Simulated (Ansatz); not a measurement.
```
Si C
1.0
     0.00000    0.00000    7.13485
    -4.92948    4.26905    3.56743
    -4.92948   -4.26905    3.56743
Si C
1 30
Direct
  0.37500 0.62770 0.62230
  0.87500 0.54513 0.70487
  0.24236 0.92050 0.59479
  0.75021 0.91778 0.58179
  0.12550 0.29311 0.45589
  0.63241 0.28526 0.44993
  0.99979 0.66821 0.33222
  0.50764 0.65521 0.32950
  0.37500 0.04340 0.20660
  0.87500 0.04437 0.20563
  0.24931 0.42575 0.07563
  0.75312 0.41798 0.07578
  0.11759 0.80007 0.96474
  0.62450 0.79411 0.95689
  0.99688 0.17422 0.83202
  0.50069 0.17437 0.82425
  0.50764 0.33488 0.64983
  0.99979 0.33760 0.66283
  0.87500 0.71027 0.53973
  0.24932 0.08100 0.42037
  0.75312 0.08115 0.41261
  0.12549 0.46128 0.28773
  0.63240 0.45530 0.27989
  0.50068 0.82963 0.16900
  0.99688 0.83739 0.16885
  0.37500 0.21195 0.03805
  0.87500 0.21099 0.03901
  0.24236 0.60017 0.91512
  0.75021 0.58717 0.91240
  0.11760 0.97011 0.79470
  0.62451 0.96227 0.78872
```

Computed with DFT PBE+D3(BJ), scalar-relativistic, plane waves, PAW in Ansatz 0.2.0.

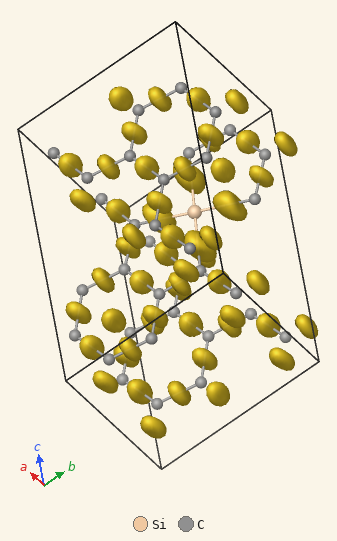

SiC$_{30}$ (cell with a defect). Isosurface of the electron localisation function at 0.85 (yellow), seen at an oblique angle. Only the valence region is drawn (cores and ρ < 0.01 e/Å³ removed). Sticks mark near contacts.

In a PAW calculation such maps are meaningful between the atoms, not at the nuclei.

> Describe the localisation domains.

The ELF exceeds this value in 43 regions between bonded C–C atoms and four regions between bonded C–Si atoms, counted in one cell of 31 atoms. Regions shared between cells count once. Along the contacts the grid gives the following. C–C (1.39 Å): the ELF peaks at about 0.95 between the atoms. Si–C (1.89 Å): the ELF peaks at about 0.95 between the atoms.
